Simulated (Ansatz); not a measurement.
System: W.

Input

```
crystal:
  lattice:
    - [0.0, 1.9691, 2.06045]
    - [1.9691, 0.0, 2.06045]
    - [1.9691, 1.9691, 0.0]
  atoms:
    - { symbol: W, position: [0.0, 0.0, 0.0] }
basis:
  ecutwfc: 500
kpoints:
  mp_grid: { grid: [20, 20, 20] }
hamiltonian:
  xc: r2scan
scf:
  occupations: { method: gaussian, width: 0.15 }
output:
  forces: true
  stress: true
  eigenvalues: true
  write_density: true
  write_potential: true
  elf: true
  volumetric_format: npy
```

Launched as:

```sh
ansatz run input.yaml --threads 1 --pin off --max-ram 2560MiB --backend cpu --events-out ev --progress --plain --runs-dir out
```

Below, planes, directions and counts refer to the conventional cell (a = 2.78 Å, b = 2.78 Å, c = 4.12 Å, α = 90.00°, β = 90.00°, γ = 90.00°).

Space group I4/mmm; changed on purpose from its base cell (strain -0.030 along x and y, +0.015 along z, atoms carried along); computed pressure about 4 GPa in this cell.

These are results of Ansatz, DFT r2SCAN, scalar-relativistic, plane waves, PAW, not measurements.

Question: Predict the valence pseudo-density and electron localisation function between the atoms.

Answer: W–W (2.78 Å): ρ is about 0.39 e/Å³ halfway; the ELF is about 0.40 at the midpoint.
W–W (2.85 Å): ρ at the midpoint is about 0.35 e/Å³; the ELF is about 0.35 at the midpoint.

Question: Does the calculation make it a metal, or give it a gap?

Answer: It is gapless in this calculation (a metal or semimetal).

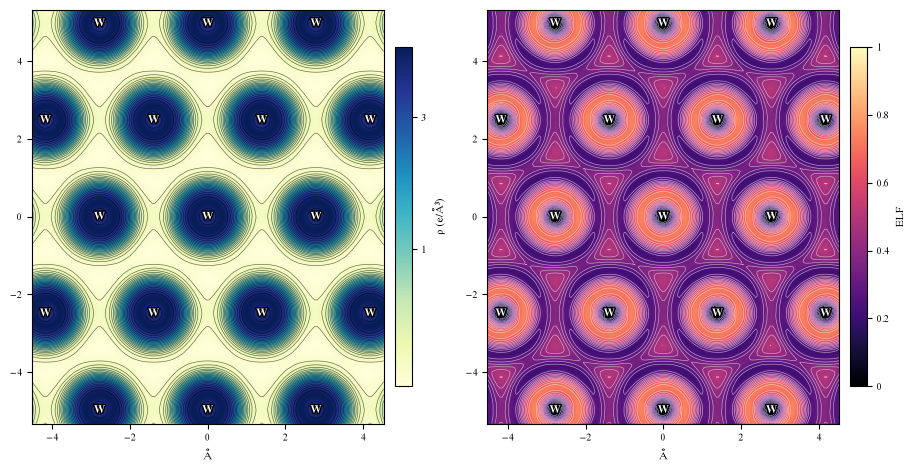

Computed valence pseudo-density and electron localisation function on the (101) plane of the conventional cell, in this order. 

The density is the valence pseudo-density of a PAW calculation; it isn't the true density close to the nuclei.
